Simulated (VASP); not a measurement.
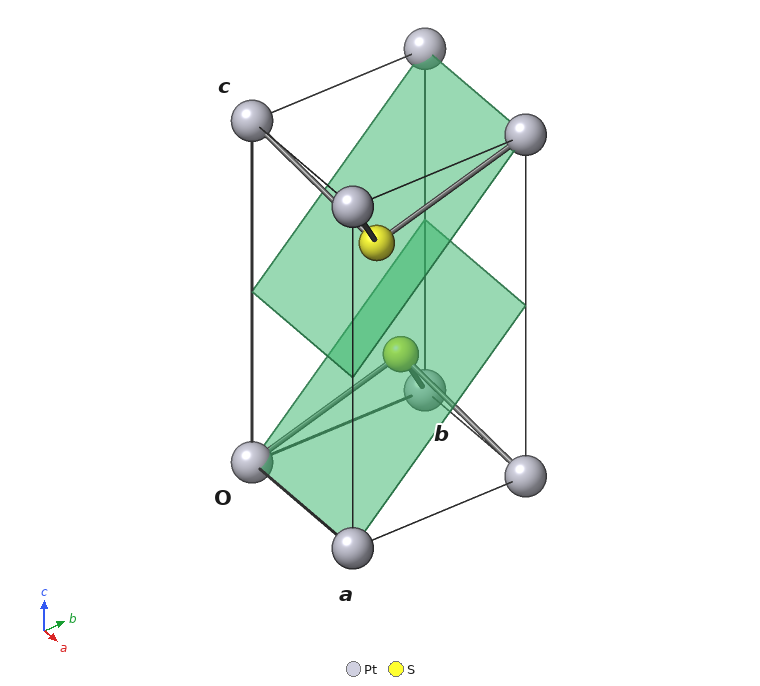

Every member of one family of equally spaced planes, hx + ky + lz = a whole number, that cuts the unit cell is shaded (one member passes through the origin O). Crystal: PtS₂, the end point of a relaxation with VASP Kohn-Sham DFT of a periodic cell, BLYP with D4, VASP PAW PBE potentials, recommended in VASP 6.6.1. Symmetry computed with spglib at a tolerance of 0.002 Å; standard conventional cell.

a = 3.613 Å, b = 3.613 Å, c = 4.729 Å, α = 90.00°, β = 90.00°, γ = 120.00°.

What are the Miller indices?

Answer. (0 1 −2), in four indices (0 1 −1 −2); the opposite sign names the same planes. The member next to the origin meets the axes a never, b at 1, c at −1/2.

What is the spacing?

Answer. d = 1.887 Å.

Which atoms of the cell lie in these planes (within 0.03 Å)?

Answer. The Pt atom.
